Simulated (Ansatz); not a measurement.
**Geometry relaxation of W (part 1 of 3)**

System: W (slab, 16 atoms in the cell).
Method: DFT PBE+D3(BJ), scalar-relativistic, plane waves, PAW, no spin polarisation (Ansatz 0.2.0).

The structure derives from an entry of the Crystallography Open Database. The input holds or restrains some coordinates. Forces given for the steps count only the free coordinates. Figures and captions count atoms from 1; the log counts them from 0 in places.

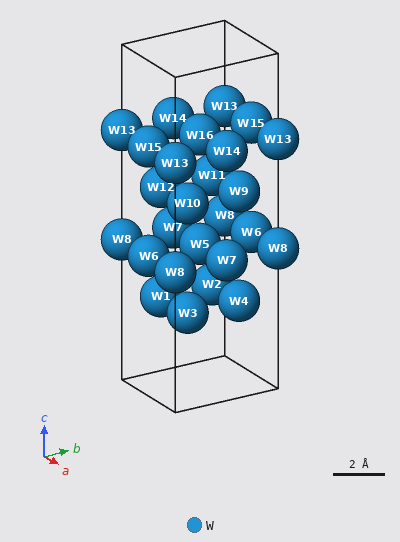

**Figure 1.** The structure as given in the input (spheres-only view of the cell of the calculation, with the vacuum cut short, seen slightly off an axis; atoms are numbered from 1 in the order of the input). An atom can appear more than once, as a periodic image.

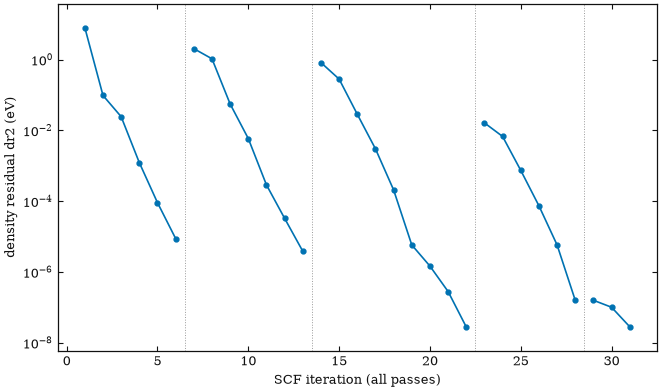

**Figure 2.** Convergence of the self-consistent field: density residual dr2 against the SCF iteration. The dotted lines part the SCF passes of the relaxation: geometry steps, rejected trials and re-solves on a re-selected basis. The 5 passes take 3 to 9 iterations each, 31 in all.

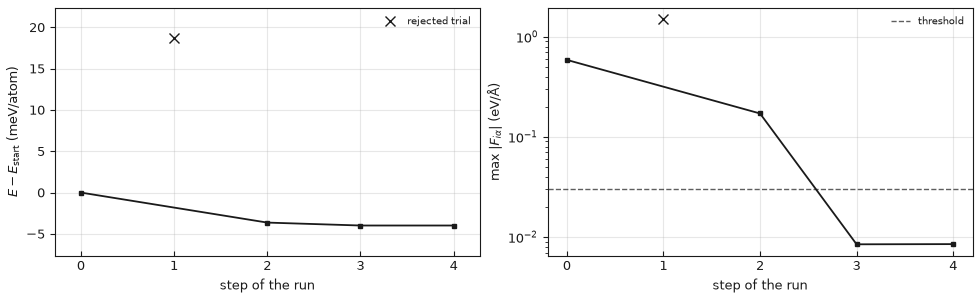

**Figure 3.** Progress of the restrained relaxation, step by step (the first geometry is step 0 here and step 1 in the log).

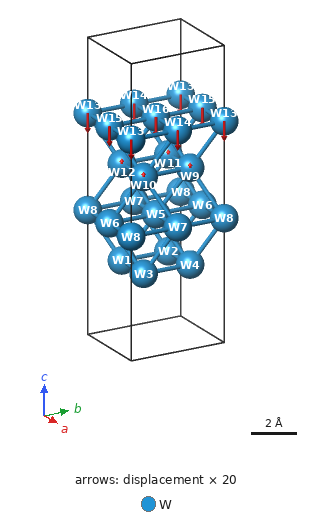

**Figure 4.** The starting structure with the displacements as red arrows, magnified 20 times (ball-and-stick view of the cell of the calculation, with the vacuum cut short, seen slightly off an axis). After 4 geometry steps the energy has fallen by 4.0 meV per atom. The largest force component goes from 0.59 to 0.0085 eV/Å. The line search rejected the trial step at point 1 (counted from 0) and went back. The largest moves, 0.047 Å, are those of W13, W14, W15 and W16. The cell doesn't change. Among the contacts that change: W10–W14 2.736 → 2.688 Å, W5–W12 2.736 → 2.746 Å. (Atoms are counted from 1 in the order of the input.)

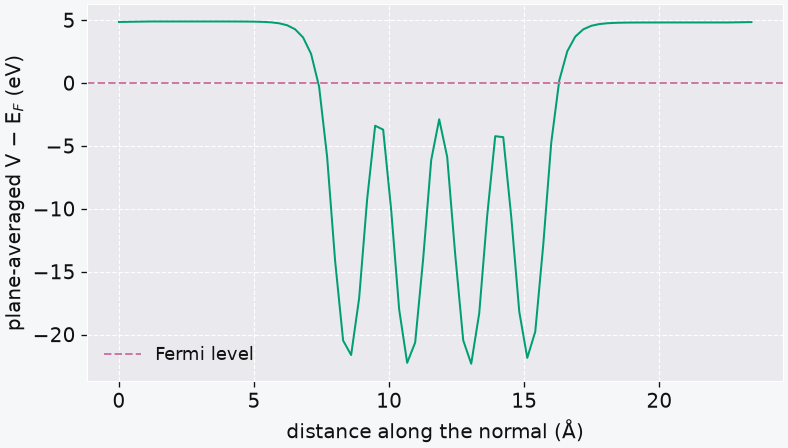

**Figure 5.** Plane average of the electrostatic potential energy of an electron across the cell, from the Fermi level. The vacuum level lies 4.82 eV above the Fermi level on the upper side and 4.90 eV on the lower.

The input that produced these results follows, with the program's output.

Input:
```yaml
crystal:
  lattice:
    - [5.4723966476, 0.0, 0.0]
    - [-1.8241322159, 5.1594250385, 0.0]
    - [0.0, 0.0, 23.7022897284]
  atoms:
    - { symbol: W, position: [0.25, 0.25, 0.3586151421] }
    - { symbol: W, position: [0.25, 0.75, 0.3586151421] }
    - { symbol: W, position: [0.75, 0.25, 0.3586151421] }
    - { symbol: W, position: [0.75, 0.75, 0.3586151421] }
    - { symbol: W, position: [0.5, 0.5, 0.452871714] }
    - { symbol: W, position: [0.5, 0.0, 0.452871714] }
    - { symbol: W, position: [0.0, 0.5, 0.452871714] }
    - { symbol: W, position: [0.0, 0.0, 0.452871714] }
    - { symbol: W, position: [0.75, 0.75, 0.547128286] }
    - { symbol: W, position: [0.75, 0.25, 0.547128286] }
    - { symbol: W, position: [0.25, 0.75, 0.547128286] }
    - { symbol: W, position: [0.25, 0.25, 0.547128286] }
    - { symbol: W, position: [0.0, 0.0, 0.6413848579] }
    - { symbol: W, position: [0.0, 0.5, 0.6413848579] }
    - { symbol: W, position: [0.5, 0.0, 0.6413848579] }
    - { symbol: W, position: [0.5, 0.5, 0.6413848579] }
basis:
  ecutwfc: 420
kpoints:
  mp_grid: { grid: [6, 6, 1] }
hamiltonian:
  xc: pbe
  dispersion: d3bj
scf:
  occupations: { method: gaussian, width: 0.1 }
output:
  forces: true
  eigenvalues: true
relax:
  adjacent_minimum: "off"
  f_tol: 0.03
  max_steps: 70
  constraints: [{ sites: [0, 1, 2, 3, 4, 5, 6, 7] }]
efield:
  axis: 3
  dipole_correction: true
```

Launch command:
```bash
ansatz run input.yaml --threads 4 --pin off --max-ram 10240MiB --backend cpu --events-out ev --progress --plain --runs-dir out
```

Output:
```
Engine: ansatz 0.2.0, x86_64-unknown-linux-gnu
Pseudopotentials: kind: paw
Pseudopotential: W, paw, valence charge 14, recommended cutoff 420 eV (normal), W.paw.azcp
Functional definition: PBE
  parameter kappa = 0.804
  parameter beta = 0.06672455060314922
  exchange = pbe_x(kappa = kappa, mu = beta*pi^2/3)
  correlation = pbe_c(beta = beta)
Crystal: 16 atoms, lattice volume = 669.220 Å³
Basis set: ecut = 420 eV, 13103 PW (Γ), exchange–correlation on 80×80×320 points (8 copies of the dense FFT grid, shifted against one another)
Bands: 135, of which v1, the nominal top of the filled ones, is band 112 counted from 1 (111 counted from 0)
Symmetry: 16 space group operations
k-points: 13 of 36
Non-local potential: W, projectors of the file, l = 0: 3, l = 1: 2, l = 2: 2, l = 3: 1
PAW form: soft (Blöchl's): semilocal exchange-correlation on the pseudo side does not see the compensation charge
PAW one-centre angular grid: W, 590 points (default); XC on 64 Gauss nodes
Initial density: superposition of atomic densities (neutral atoms: chi_scale 0, normalization atom), corrected by the library's trained network
Initial wavefunctions: pseudopotential atomic-orbital guess
Functional: x = pbe(κ = 0.804, μ = 0.2195149727645171), c = pbe(β = 0.06672455060314922)
SCF iter   1: F=—  HF=-166153.967757 eV  |F-HF|=—  |Δ(HF+E_count)|=         —  Δρ=1.00e-2  dr2=8.04e0  ethr=1.77e-3  p=0.000 e·Å  D=1.77e-13 V/Å  ΔV_dip=-0.00 eV  dr2_dipole=4.93e-9  V_vac-E_F(+/−)=5.04/5.04 eV  ⟨swp⟩=9.4  Hψ=8877  notcnv=0
efield: sawtooth ramp at fractional position 0.9500 (placed from the atoms, in the widest stretch of the axis that holds none; the zero of the levels goes with the place), width 0.1000; the density the first Hamiltonian is built on has a dipole p = 0.000 e·Å; the dipole correction subtracts the counter field D = 1.77e-13 V/Å, which shifts the + side's vacuum level by -0.00 eV against the − side's; the planar-averaged density in the ramp window peaks in size at 3.0e-5 e/Å³
preconditioner: auto → LDOS  [metal: Δε(μ)=0.044 eV  Ē_g=4.589 eV  σ=0.100 eV  W_gap=0.24  n_scr=120 (ndim 8)  ℏωp=14.1 eV  f_vac=0.544  D(μ)=15.16/eV (n_scr^D=94)  β→1.0]
SCF iter   2: F=—  HF=-166153.597920 eV  |F-HF|=—  |Δ(HF+E_count)|=   3.70e-1  Δρ=2.72e-3  dr2=9.75e-2  ethr=1.77e-3  p=0.000 e·Å  D=9.96e-7 V/Å  ΔV_dip=-0.00 eV  dr2_dipole=8.08e-11  V_vac-E_F(+/−)=4.92/4.92 eV  ⟨swp⟩=2.4  Hψ=2136  notcnv=0  defer=119
SCF iter   3: F=—  HF=-166153.598345 eV  |F-HF|=—  |Δ(HF+E_count)|=   4.25e-4  Δρ=8.82e-4  dr2=2.45e-2  ethr=4.35e-5  p=0.000 e·Å  D=5.17e-8 V/Å  ΔV_dip=-0.00 eV  dr2_dipole=4.01e-9  V_vac-E_F(+/−)=4.89/4.89 eV  ⟨swp⟩=3.8  Hψ=3697  notcnv=0  defer=166
SCF iter   4: F=—  HF=-166153.597032 eV  |F-HF|=—  |Δ(HF+E_count)|=   1.31e-3  Δρ=2.25e-4  dr2=1.23e-3  ethr=1.10e-5  p=-0.000 e·Å  D=-2.57e-7 V/Å  ΔV_dip=0.00 eV  dr2_dipole=2.50e-9  V_vac-E_F(+/−)=4.89/4.89 eV  ⟨swp⟩=2.0  Hψ=2133  notcnv=0  defer=166
SCF iter   5: F=—  HF=-166153.597137 eV  |F-HF|=—  |Δ(HF+E_count)|=   1.04e-4  Δρ=7.87e-5  dr2=9.10e-5  ethr=5.48e-7  p=0.000 e·Å  D=4.21e-8 V/Å  ΔV_dip=-0.00 eV  dr2_dipole=8.23e-10  V_vac-E_F(+/−)=4.88/4.88 eV  ⟨swp⟩=3.7  Hψ=3469  notcnv=0  defer=140
SCF iter   6: F=-166153.597151 eV  HF=-166153.597150 eV  |F-HF|=9.35e-7  |Δ(HF+E_count)|=   1.33e-5  Δρ=2.19e-5  dr2=8.82e-6  ethr=1.00e-8  p=0.000 e·Å  D=5.42e-8 V/Å  ΔV_dip=-0.00 eV  dr2_dipole=1.50e-10  V_vac-E_F(+/−)=4.88/4.88 eV  ⟨swp⟩=15.5  Hψ=9653  notcnv=0
SCF 1 converged in 6 iterations: F = -166153.597151 eV  dr2 = 8.82e-6
  greatest PAW one-centre occupation: 1.000 electrons in one spin orbital (limit 2), on the W atom at site 3 (counted from 0), in its partial waves of l = 0
relax step   1: F+E_penalty+E_count = -166153.59715081 eV  Δ(F+E_penalty+E_count) = +0.000e0 eV  max|allowed force component| = 5.880e-1 eV/Å  Δτ_max = 0.0000 Å  (6 SCF iters, dr2 threshold 2.25e-5 eV, accepted)
Initial density: handed on by an earlier stage of this run
Initial wavefunctions: those handed on with the density
iter 1 solved again at ethr=8.92e-4 eV; its pass at ethr=3.10e-3 eV (dr2=2.00e0 eV) is discarded
SCF iter   1: F=—  HF=-166153.547487 eV  |F-HF|=—  |Δ(HF+E_count)|=         —  Δρ=9.59e-3  dr2=2.05e0  ethr=8.92e-4  p=0.000 e·Å  D=4.91e-7 V/Å  ΔV_dip=-0.00 eV  dr2_dipole=2.16e-2  V_vac-E_F(+/−)=4.90/4.90 eV  ⟨swp⟩=2.0  Hψ=6501  notcnv=0  defer=92
efield: sawtooth ramp at fractional position 0.9500 (handed on by an earlier solve), width 0.1000; the density the first Hamiltonian is built on has a dipole p = 0.000 e·Å; the dipole correction subtracts the counter field D = 4.91e-7 V/Å, which shifts the + side's vacuum level by -0.00 eV against the − side's; the planar-averaged density in the ramp window peaks in size at 2.1e-6 e/Å³
preconditioner: auto → LDOS  [metal: Δε(μ)=0.006 eV  Ē_g=4.685 eV  σ=0.100 eV  W_gap=0.03  n_scr=120 (ndim 8)  ℏωp=14.1 eV  f_vac=0.552  D(μ)=13.89/eV (n_scr^D=80)  β→1.0]
SCF iter   2: F=—  HF=-166153.437443 eV  |F-HF|=—  |Δ(HF+E_count)|=   1.10e-1  Δρ=5.99e-3  dr2=1.06e0  ethr=8.92e-4  p=0.044 e·Å  D=1.19e-2 V/Å  ΔV_dip=-0.28 eV  dr2_dipole=5.31e-2  V_vac-E_F(+/−)=4.65/4.93 eV  ⟨swp⟩=3.2  Hψ=3079  notcnv=0  defer=92
SCF iter   3: F=—  HF=-166153.306092 eV  |F-HF|=—  |Δ(HF+E_count)|=   1.31e-1  Δρ=1.60e-3  dr2=5.60e-2  ethr=4.74e-4  p=0.031 e·Å  D=8.35e-3 V/Å  ΔV_dip=-0.20 eV  dr2_dipole=5.49e-3  V_vac-E_F(+/−)=4.73/4.93 eV  ⟨swp⟩=2.0  Hψ=2725  notcnv=0  defer=134
SCF iter   4: F=—  HF=-166153.296329 eV  |F-HF|=—  |Δ(HF+E_count)|=   9.76e-3  Δρ=5.37e-4  dr2=5.90e-3  ethr=2.50e-5  p=0.037 e·Å  D=9.91e-3 V/Å  ΔV_dip=-0.23 eV  dr2_dipole=3.84e-4  V_vac-E_F(+/−)=4.69/4.93 eV  ⟨swp⟩=3.0  Hψ=3277  notcnv=0  defer=159
SCF iter   5: F=—  HF=-166153.296814 eV  |F-HF|=—  |Δ(HF+E_count)|=   4.85e-4  Δρ=1.86e-4  dr2=2.89e-4  ethr=2.63e-6  p=0.039 e·Å  D=1.05e-2 V/Å  ΔV_dip=-0.25 eV  dr2_dipole=1.24e-5  V_vac-E_F(+/−)=4.68/4.93 eV  ⟨swp⟩=2.2  Hψ=2266  notcnv=0  defer=159
SCF iter   6: F=—  HF=-166153.297002 eV  |F-HF|=—  |Δ(HF+E_count)|=   1.88e-4  Δρ=6.53e-5  dr2=3.28e-5  ethr=1.29e-7  p=0.039 e·Å  D=1.06e-2 V/Å  ΔV_dip=-0.25 eV  dr2_dipole=9.89e-8  V_vac-E_F(+/−)=4.68/4.93 eV  ⟨swp⟩=2.8  Hψ=2859  notcnv=0  defer=161
SCF iter   7: F=-166153.297047 eV  HF=-166153.297044 eV  |F-HF|=2.29e-6  |Δ(HF+E_count)|=   4.26e-5  Δρ=2.03e-5  dr2=3.86e-6  ethr=9.65e-9  p=0.040 e·Å  D=1.07e-2 V/Å  ΔV_dip=-0.25 eV  dr2_dipole=2.49e-8  V_vac-E_F(+/−)=4.68/4.93 eV  ⟨swp⟩=15.7  Hψ=9045  notcnv=0
SCF 2 converged in 7 iterations: F = -166153.297047 eV  dr2 = 3.86e-6
relax step   2: F+E_penalty+E_count = -166153.29704667 eV  Δ(F+E_penalty+E_count) = +3.001e-1 eV  max|allowed force component| = 1.514e0 eV/Å  Δτ_max = 0.1580 Å  (7 SCF iters, dr2 threshold 2.16e-5 eV, rejected (line search))
iter 1 solved again at ethr=3.86e-4 eV; its pass at ethr=3.10e-3 eV (dr2=8.65e-1 eV) is discarded
SCF iter   1: F=—  HF=-166153.752031 eV  |F-HF|=—  |Δ(HF+E_count)|=         —  Δρ=5.99e-3  dr2=8.27e-1  ethr=3.86e-4  p=0.040 e·Å  D=1.07e-2 V/Å  ΔV_dip=-0.25 eV  dr2_dipole=2.78e-2  V_vac-E_F(+/−)=4.67/4.93 eV  ⟨swp⟩=2.0  Hψ=5763  notcnv=0  defer=137
efield: sawtooth ramp at fractional position 0.9500 (handed on by an earlier solve), width 0.1000; the density the first Hamiltonian is built on has a dipole p = 0.040 e·Å; the dipole correction subtracts the counter field D = 1.07e-2 V/Å, which shifts the + side's vacuum level by -0.25 eV against the − side's; the planar-averaged density in the ramp window peaks in size at 2.9e-6 e/Å³
preconditioner: auto → LDOS  [metal: Δε(μ)=0.035 eV  Ē_g=4.584 eV  σ=0.100 eV  W_gap=0.20  n_scr=120 (ndim 8)  ℏωp=14.1 eV  f_vac=0.544  D(μ)=15.77/eV (n_scr^D=98)  β→1.0]
SCF iter   2: F=—  HF=-166153.695404 eV  |F-HF|=—  |Δ(HF+E_count)|=   5.66e-2  Δρ=3.39e-3  dr2=2.83e-1  ethr=3.69e-4  p=0.013 e·Å  D=3.57e-3 V/Å  ΔV_dip=-0.08 eV  dr2_dipole=6.56e-3  V_vac-E_F(+/−)=4.82/4.90 eV  ⟨swp⟩=3.2  Hψ=2858  notcnv=0  defer=137
SCF iter   3: F=—  HF=-166153.659737 eV  |F-HF|=—  |Δ(HF+E_count)|=   3.57e-2  Δρ=1.03e-3  dr2=2.87e-2  ethr=1.26e-4  p=0.021 e·Å  D=5.68e-3 V/Å  ΔV_dip=-0.13 eV  dr2_dipole=4.51e-3  V_vac-E_F(+/−)=4.77/4.90 eV  ⟨swp⟩=2.5  Hψ=2769  notcnv=0  defer=139
SCF iter   4: F=—  HF=-166153.654787 eV  |F-HF|=—  |Δ(HF+E_count)|=   4.95e-3  Δρ=2.84e-4  dr2=3.03e-3  ethr=1.28e-5  p=0.017 e·Å  D=4.70e-3 V/Å  ΔV_dip=-0.11 eV  dr2_dipole=9.79e-4  V_vac-E_F(+/−)=4.79/4.90 eV  ⟨swp⟩=3.0  Hψ=3001  notcnv=0  defer=141
SCF iter   5: F=—  HF=-166153.655013 eV  |F-HF|=—  |Δ(HF+E_count)|=   2.26e-4  Δρ=1.02e-4  dr2=2.09e-4  ethr=1.35e-6  p=0.016 e·Å  D=4.26e-3 V/Å  ΔV_dip=-0.10 eV  dr2_dipole=2.17e-5  V_vac-E_F(+/−)=4.80/4.90 eV  ⟨swp⟩=2.0  Hψ=2365  notcnv=0  defer=141
SCF iter   6: F=—  HF=-166153.655029 eV  |F-HF|=—  |Δ(HF+E_count)|=   1.59e-5  Δρ=3.46e-5  dr2=5.83e-6  ethr=9.32e-8  p=0.016 e·Å  D=4.27e-3 V/Å  ΔV_dip=-0.10 eV  dr2_dipole=1.82e-7  V_vac-E_F(+/−)=4.80/4.90 eV  ⟨swp⟩=2.5  Hψ=2476  notcnv=0  defer=141
SCF iter   7: F=—  HF=-166153.655272 eV  |F-HF|=—  |Δ(HF+E_count)|=   2.43e-4  Δρ=1.48e-5  dr2=1.47e-6  ethr=2.60e-9  p=0.016 e·Å  D=4.25e-3 V/Å  ΔV_dip=-0.10 eV  dr2_dipole=1.93e-9  V_vac-E_F(+/−)=4.80/4.90 eV  ⟨swp⟩=3.1  Hψ=3402  notcnv=0  defer=166
SCF iter   8: F=—  HF=-166153.655274 eV  |F-HF|=—  |Δ(HF+E_count)|=   2.43e-6  Δρ=4.39e-6  dr2=2.81e-7  ethr=6.57e-10  p=0.016 e·Å  D=4.26e-3 V/Å  ΔV_dip=-0.10 eV  dr2_dipole=1.00e-7  V_vac-E_F(+/−)=4.80/4.90 eV  ⟨swp⟩=2.5  Hψ=2410  notcnv=0  defer=166
SCF iter   9: F=-166153.655275 eV  HF=-166153.655275 eV  |F-HF|=3.29e-9  |Δ(HF+E_count)|=   2.85e-7  Δρ=1.38e-6  dr2=2.80e-8  ethr=4.46e-11  p=0.016 e·Å  D=4.26e-3 V/Å  ΔV_dip=-0.10 eV  dr2_dipole=5.71e-9  V_vac-E_F(+/−)=4.80/4.90 eV  ⟨swp⟩=15.4  Hψ=8877  notcnv=0
SCF 3 converged in 9 iterations: F = -166153.655275 eV  dr2 = 2.80e-8
relax step   3: F+E_penalty+E_count = -166153.65527471 eV  Δ(F+E_penalty+E_count) = -5.812e-2 eV  max|allowed force component| = 1.714e-1 eV/Å  Δτ_max = 0.0618 Å  (9 SCF iters, accepted)
SCF iter   1: F=—  HF=-166153.662680 eV  |F-HF|=—  |Δ(HF+E_count)|=         —  Δρ=8.45e-4  dr2=1.64e-2  ethr=8.10e-5  p=0.016 e·Å  D=4.26e-3 V/Å  ΔV_dip=-0.10 eV  dr2_dipole=4.53e-4  V_vac-E_F(+/−)=4.80/4.90 eV  ⟨swp⟩=2.4  Hψ=2848  notcnv=0  defer=70
efield: sawtooth ramp at fractional position 0.9500 (handed on by an earlier solve), width 0.1000; the density the first Hamiltonian is built on has a dipole p = 0.016 e·Å; the dipole correction subtracts the counter field D = 4.26e-3 V/Å, which shifts the + side's vacuum level by -0.10 eV against the − side's; the planar-averaged density in the ramp window peaks in size at 2.5e-6 e/Å³
preconditioner: auto → LDOS  [metal: Δε(μ)=0.003 eV  Ē_g=4.582 eV  σ=0.100 eV  W_gap=0.02  n_scr=120 (ndim 8)  ℏωp=14.1 eV  f_vac=0.544  D(μ)=16.30/eV (n_scr^D=98)  β→1.0]
SCF iter   2: F=—  HF=-166153.661458 eV  |F-HF|=—  |Δ(HF+E_count)|=   1.22e-3  Δρ=4.90e-4  dr2=6.77e-3  ethr=7.32e-6  p=0.012 e·Å  D=3.23e-3 V/Å  ΔV_dip=-0.08 eV  dr2_dipole=3.19e-4  V_vac-E_F(+/−)=4.82/4.90 eV  ⟨swp⟩=3.0  Hψ=2774  notcnv=0  defer=71
SCF iter   3: F=—  HF=-166153.660758 eV  |F-HF|=—  |Δ(HF+E_count)|=   7.01e-4  Δρ=1.55e-4  dr2=7.45e-4  ethr=3.02e-6  p=0.013 e·Å  D=3.52e-3 V/Å  ΔV_dip=-0.08 eV  dr2_dipole=1.53e-4  V_vac-E_F(+/−)=4.81/4.90 eV  ⟨swp⟩=3.0  Hψ=2931  notcnv=0  defer=71
SCF iter   4: F=—  HF=-166153.660929 eV  |F-HF|=—  |Δ(HF+E_count)|=   1.71e-4  Δρ=4.28e-5  dr2=7.44e-5  ethr=3.33e-7  p=0.012 e·Å  D=3.38e-3 V/Å  ΔV_dip=-0.08 eV  dr2_dipole=2.70e-5  V_vac-E_F(+/−)=4.82/4.90 eV  ⟨swp⟩=2.8  Hψ=2649  notcnv=0  defer=71
SCF iter   5: F=—  HF=-166153.660937 eV  |F-HF|=—  |Δ(HF+E_count)|=   8.72e-6  Δρ=1.62e-5  dr2=5.82e-6  ethr=3.32e-8  p=0.012 e·Å  D=3.33e-3 V/Å  ΔV_dip=-0.08 eV  dr2_dipole=1.90e-7  V_vac-E_F(+/−)=4.82/4.90 eV  ⟨swp⟩=2.1  Hψ=2393  notcnv=0  defer=71
SCF iter   6: F=-166153.660938 eV  HF=-166153.660938 eV  |F-HF|=4.30e-7  |Δ(HF+E_count)|=   6.35e-7  Δρ=5.65e-6  dr2=1.59e-7  ethr=8.20e-10  p=0.012 e·Å  D=3.34e-3 V/Å  ΔV_dip=-0.08 eV  dr2_dipole=2.36e-9  V_vac-E_F(+/−)=4.82/4.90 eV  ⟨swp⟩=13.1  Hψ=8671  notcnv=0
SCF 4 converged in 6 iterations: F = -166153.660938 eV  dr2 = 1.59e-7
relax step   4: F+E_penalty+E_count = -166153.66093845 eV  Δ(F+E_penalty+E_count) = -5.664e-3 eV  max|allowed force component| = 8.456e-3 eV/Å  Δτ_max = 0.0144 Å  (6 SCF iters, dr2 threshold 1.84e-6 eV, accepted)
iter 1 solved again at ethr=7.14e-11 eV; its pass at ethr=3.10e-3 eV (dr2=1.60e-7 eV) is discarded
```
